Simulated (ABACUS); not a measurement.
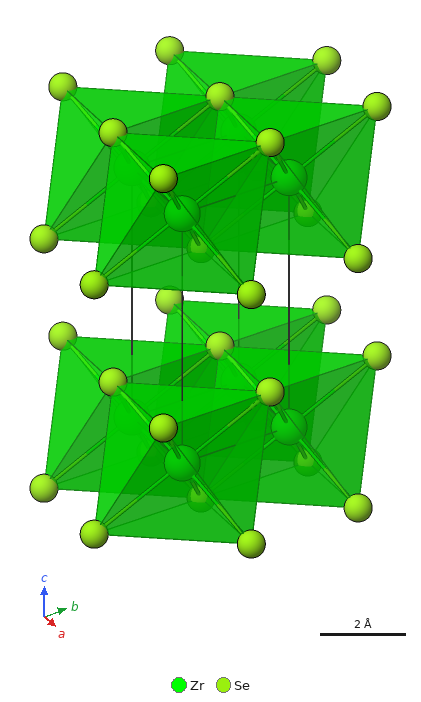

Figure 1. The input geometry (polyhedral view of the cell of the calculation, seen slightly off an axis; polyhedra are completed across the faces of the cell).

**Run report: ZrSe2, band-structure run (part 1 of 2)**

- system: ZrSe2 (P-3m1, 3 atoms in the cell)
- method: Kohn-Sham DFT of a periodic cell, PBE, GBRV ultrasoft 1.5 PBE, no spin polarisation (ABACUS 3.10.1)

The structure derives from an entry of the Crystallography Open Database.

Input:
```
INPUT_PARAMETERS
suffix              ZrSe2
calculation         scf
basis_type          pw
pseudo_dir          ./
symmetry            1
dft_functional      pbe
ecutwfc             40
pseudo_rcut         10
nspin               1
nbands              22
ks_solver           dav
smearing_method     fd
smearing_sigma      0.00367493
scf_thr             1e-08
scf_nmax            100
mixing_type         broyden
mixing_beta         0.7
cal_force           1
cal_stress          1
ecutrho             320
out_chg             1
kpar                4
```

File STRU:
```
ATOMIC_SPECIES
Zr 91.2240 zr_pbe_v1.uspp.F.UPF
Se 78.9710 se_pbe_v1.uspp.F.UPF

LATTICE_CONSTANT
1.8897261246

LATTICE_VECTORS
3.7980000000 0.0000000000 0.0000000000
-1.8990000000 3.2891644836 0.0000000000
0.0000000000 0.0000000000 6.1920000000

ATOMIC_POSITIONS
Cartesian

Zr
0.0
1
0.0000000000 0.0000000000 0.0000000000 1 1 1

Se
0.0
2
1.8990000002 1.0963881611 4.6440000000 1 1 1
-0.0000000002 2.1927763225 1.5480000000 1 1 1
```

File KPT:
```
K_POINTS
0
Gamma
6 6 4 0 0 0
```

Launch command:
```bash
OMP_NUM_THREADS=1 mpirun -np 4 abacus > log
```

The program's output:
```
ABACUS v3.10.1

               Atomic-orbital Based Ab-initio Computation at UStc

 ------------------------------------------------------------------------------------

 READING GENERAL INFORMATION
                           global_out_dir = OUT.ZrSe2/
                           global_in_card = INPUT
                               pseudo_dir = ./
                              orbital_dir =
                                    DSIZE = 4
                                    GSIZE = 1

 READING UNITCELL INFORMATION
                                    ntype = 2
                  lattice constant (Bohr) = 1.88973
              lattice constant (Angstrom) = 1

 READING ATOM TYPE 1
                               atom label = Zr
                      L=0, number of zeta = 1
                      L=1, number of zeta = 1
                      L=2, number of zeta = 1
             number of atom for this type = 1

 READING ATOM TYPE 2
                               atom label = Se
                      L=0, number of zeta = 1
                      L=1, number of zeta = 1
                      L=2, number of zeta = 1
             number of atom for this type = 2

                        TOTAL ATOM NUMBER = 3
CARTESIAN COORDINATES ( UNIT =       1.889726124600 Bohr ).
    atom                   x                   y                   z     mag                  vx                  vy                  vz
tauc_Zr1            0.0000000000        0.0000000000        0.0000000000  0.0000        0.0000000000        0.0000000000        0.0000000000
tauc_Se1            1.8990000002        1.0963881611        4.6440000000  0.0000        0.0000000000        0.0000000000        0.0000000000
tauc_Se2           -0.0000000002        2.1927763225        1.5480000000  0.0000        0.0000000000        0.0000000000        0.0000000000

                          Volume (Bohr^3) = 521.997
                             Volume (A^3) = 77.3519

 Lattice vectors: (Cartesian coordinate: in unit of a_0)
               +3.798                  +0                  +0
               -1.899            +3.28916                  +0
                   +0                  +0              +6.192
 Reciprocal vectors: (Cartesian coordinate: in unit of 2 pi/a_0)
            +0.263296           +0.152014                  -0
                   -0           +0.304029                  -0
                   +0                  -0           +0.161499
 The esolver type has been set to : ksdft_pw

                PAO radial cut off (Bohr) = 10

 Read in pseudopotential file is zr_pbe_v1.uspp.F.UPF
                     pseudopotential type = US
          exchange-correlation functional = PBE
                 nonlocal core correction = 1
                        valence electrons = 12
                                     lmax = 2
                           number of zeta = 5
                     number of projectors = 6
                           L of projector = 0
                           L of projector = 0
                           L of projector = 1
                           L of projector = 1
                           L of projector = 2
                           L of projector = 2
                PAO radial cut off (Bohr) = 10

 Read in pseudopotential file is se_pbe_v1.uspp.F.UPF
                     pseudopotential type = US
          exchange-correlation functional = PBE
                 nonlocal core correction = 1
                        valence electrons = 6
                                     lmax = 2
                           number of zeta = 2
                     number of projectors = 6
                           L of projector = 0
                           L of projector = 0
                           L of projector = 1
                           L of projector = 1
                           L of projector = 2
                           L of projector = 2
     initial pseudo atomic orbital number = 21

 SETUP THE ELECTRONS NUMBER
            electron number of element Zr = 12
      total electron number of element Zr = 12
            electron number of element Se = 6
      total electron number of element Se = 12
            AUTOSET number of electrons:  = 24
                           occupied bands = 12
                                   NBANDS = 22
                                   NLOCAL = 27

%%%%%%%%%%%%%%%%%%%%%%%%%%%%%%%%%%%%%%%%%%%%%%%%%%%%%%%%%%%%%%%%%%%%%%%%%%%%%%%%%%%%%%%%%%%%%%%%%%%%%%%%%%
 Warning: the number of valence electrons in pseudopotential > 4 for Zr: [Kr] 4d2 5s2
 Pseudopotentials with additional electrons can yield (more) accurate outcomes, but may be less efficient.
 If you're confident that your chosen pseudopotential is appropriate, you can safely ignore this warning.
%%%%%%%%%%%%%%%%%%%%%%%%%%%%%%%%%%%%%%%%%%%%%%%%%%%%%%%%%%%%%%%%%%%%%%%%%%%%%%%%%%%%%%%%%%%%%%%%%%%%%%%%%%

 SETUP THE PLANE WAVE BASIS
 energy cutoff for charge/potential (unit:Ry) = 160
            fft grid for charge/potential = [ 30, 30, 48 ]
                        fft grid division = [ 1, 1, 1 ]
        big fft grid for charge/potential = [ 45, 45, 72 ]
                                     nbxx = 145800
                                     nrxx = 43200

 SETUP PLANE WAVES FOR CHARGE/POTENTIAL
                    number of plane waves = 17885
                         number of sticks = 571

 PARALLEL PW FOR CHARGE/POTENTIAL
     PROC   COLUMNS(POT)             PW
        1            571          17885
 --------------- sum -------------------
        1            571          17885
                            number of |g| = 916
                                  max |g| = 14.4702
                                  min |g| = 0

 energy cutoff for dense charge/potential (unit:Ry) = 320
      fft grid for dense charge/potential = [ 45, 45, 72 ]
                                     nrxx = 145800

 SETUP PLANE WAVES FOR dense CHARGE/POTENTIAL
                    number of plane waves = 50413
                         number of sticks = 1147

 PARALLEL PW FOR dense CHARGE/POTENTIAL
     PROC   COLUMNS(POT)             PW
        1           1147          50413
 --------------- sum -------------------
        1           1147          50413
                            number of |g| = 2312
                                  max |g| = 28.9448
                                  min |g| = 0

----------- Double Check Mixing Parameters Begin ------------
mixing_type: broyden
mixing_beta: 0.7
mixing_gg0: 1
mixing_gg0_min: 0.1
mixing_ndim: 8
----------- Double Check Mixing Parameters End ------------

 LATTICE VECTORS: (CARTESIAN COORDINATE: IN UNIT OF A0)
               +3.798                  +0                  +0
               -1.899            +3.28916                  +0
                   +0                  +0              +6.192
                       right hand lattice = 1
                                   NORM_A = 3.798
                                   NORM_B = 3.798
                                   NORM_C = 6.192
                           ALPHA (DEGREE) = 90
                           BETA  (DEGREE) = 90
                           GAMMA (DEGREE) = 120

 The lattice vectors have been changed (STRU_SIMPLE.cif)

(for optimal symmetric configuration:)
                             BRAVAIS TYPE = 4
                     BRAVAIS LATTICE NAME = 04. Hexagonal cell
                                    ibrav = 4
                                    IBRAV = 4
                                  BRAVAIS = HEXAGONAL CELL
                       LATTICE CONSTANT A = 3.798
                                C/A RATIO = 1.63033
Original cell was already a primitive cell.
                        ROTATION MATRICES = 24
              PURE POINT GROUP OPERATIONS = 12
                   SPACE GROUP OPERATIONS = 12
                                       C2 = 3
                                       C3 = 2
                                       C4 = 0
                                       C6 = 0
                                       S1 = 3
                                       S3 = 0
                                       S4 = 0
                                       S6 = 2
                              POINT GROUP = D_3d
                                       C2 = 3
                                       C3 = 2
                                       C4 = 0
                                       C6 = 0
                                       S1 = 3
                                       S3 = 0
                                       S4 = 0
                                       S6 = 2
               POINT GROUP IN SPACE GROUP = D_3d

 SETUP K-POINTS
                                    nspin = 1
                   Input type of k points = Monkhorst-Pack(Gamma)
                                   nkstot = 144
                       right hand lattice = 1
(for reciprocal lattice: )
                             BRAVAIS TYPE = 4
                     BRAVAIS LATTICE NAME = 04. Hexagonal cell
                                    ibrav = 4
                       right hand lattice = 1
(for k-lattice: )
                             BRAVAIS TYPE = 4
                     BRAVAIS LATTICE NAME = 04. Hexagonal cell
                                    ibrav = 4
                       right hand lattice = 1
                        ROTATION MATRICES = 24
                               nkstot_ibz = 24
K-POINTS REDUCTION ACCORDING TO SYMMETRY
     IBZ    DIRECT_X    DIRECT_Y    DIRECT_Z  WEIGHT  ibz2bz
       1  0.00000000  0.00000000  0.00000000  0.0069       0
       2 -0.16666667  0.16666667  0.00000000  0.0417       1
       3 -0.33333333  0.33333333  0.00000000  0.0417       2
       4  0.50000000  0.50000000  0.00000000  0.0208       3
       5 -0.16666667  0.33333333  0.00000000  0.0417       7
       6  0.50000000  0.33333333  0.00000000  0.0833       8
       7  0.33333333  0.33333333  0.00000000  0.0139      14
       8  0.00000000  0.00000000  0.25000000  0.0139      36
       9 -0.16666667  0.16666667  0.25000000  0.0417      37
      10 -0.33333333  0.33333333  0.25000000  0.0417      38
      11  0.50000000  0.50000000  0.25000000  0.0417      39
      12  0.33333333 -0.33333333  0.25000000  0.0417      40
      13  0.16666667 -0.16666667  0.25000000  0.0417      41
      14 -0.16666667  0.33333333  0.25000000  0.0833      43
      15  0.50000000  0.33333333  0.25000000  0.0833      44
      16  0.33333333  0.50000000  0.25000000  0.0833      45
      17  0.33333333  0.33333333  0.25000000  0.0278      50
      18  0.00000000  0.00000000  0.50000000  0.0069      72
      19 -0.16666667  0.16666667  0.50000000  0.0417      73
      20 -0.33333333  0.33333333  0.50000000  0.0417      74
      21  0.50000000  0.50000000  0.50000000  0.0208      75
      22 -0.16666667  0.33333333  0.50000000  0.0417      79
      23  0.50000000  0.33333333  0.50000000  0.0833      80
      24  0.33333333  0.33333333  0.50000000  0.0139      86

                               nkstot now = 24
[... K-POINTS DIRECT COORDINATES: 24 rows ...]

           k-point number in this process = 6
       minimum distributed K point number = 6
[... stars of the k points ...]

[... K-POINTS CARTESIAN COORDINATES: 6 rows ...]

[... K-POINTS DIRECT COORDINATES: 6 rows ...]

 SETUP PLANE WAVES FOR WAVE FUNCTIONS
     energy cutoff for wavefunc (unit:Ry) = 40
              fft grid for wave functions = [ 30, 30, 48 ]
                    number of plane waves = 3309
                         number of sticks = 187

 PARALLEL PW FOR WAVE FUNCTIONS
     PROC   COLUMNS(POT)             PW
        1            187           3309
 --------------- sum -------------------
        1            187           3309

 SETUP NONLOCAL PSEUDOPOTENTIALS IN PLANE WAVE BASIS
 Zr non-local projectors:
 projector 1 L=0
 projector 2 L=0
 projector 3 L=1
 projector 4 L=1
 projector 5 L=2
 projector 6 L=2
 Se non-local projectors:
 projector 1 L=0
 projector 2 L=0
 projector 3 L=1
 projector 4 L=1
 projector 5 L=2
 projector 6 L=2
      TOTAL NUMBER OF NONLOCAL PROJECTORS = 54

 Init Non-Local PseudoPotential table :
 Init Non-Local-Pseudopotential done.

                                     npwx = 2249

 Make real space PAO into reciprocal space.
       max mesh points in Pseudopotential = 709
     dq(describe PAO in reciprocal space) = 0.01
                                    max q = 763

 number of pseudo atomic orbitals for Zr is 5
WARNING: norm of atomic wavefunction # 3 of atomic type Zr is 0.999925, renormalized
WARNING: norm of atomic wavefunction # 4 of atomic type Zr is 0.999537, renormalized
WARNING: norm of atomic wavefunction # 5 of atomic type Zr is 0.987053, renormalized

 number of pseudo atomic orbitals for Se is 2
WARNING: norm of atomic wavefunction # 2 of atomic type Se is 0.999991, renormalized

 -------------------------------------------
 SELF-CONSISTENT
 -------------------------------------------
                                 init_chg = atomic

 PW ALGORITHM --------------- ION=   1  ELEC=   1--------------------------------

 Notice: Threshold on eigenvalues was too large.
 hsover_error=0.24 > DRHO=0.121726
 Origin diag ethr = 0.01
 New diag ethr = 0.000507193

 Density error is 0.121183619434
                          Error Threshold = 0.000507193048402
----------------------------------------------------------
     Energy           Rydberg                 eV
----------------------------------------------------------
 E_KohnSham     -186.6204621592      -2539.1016487588
 E_Harris       -187.5393507999      -2551.6037700994
 E_Fermi        0.5329048902         7.2505429982
----------------------------------------------------------

 PW ALGORITHM --------------- ION=   1  ELEC=   2--------------------------------
```
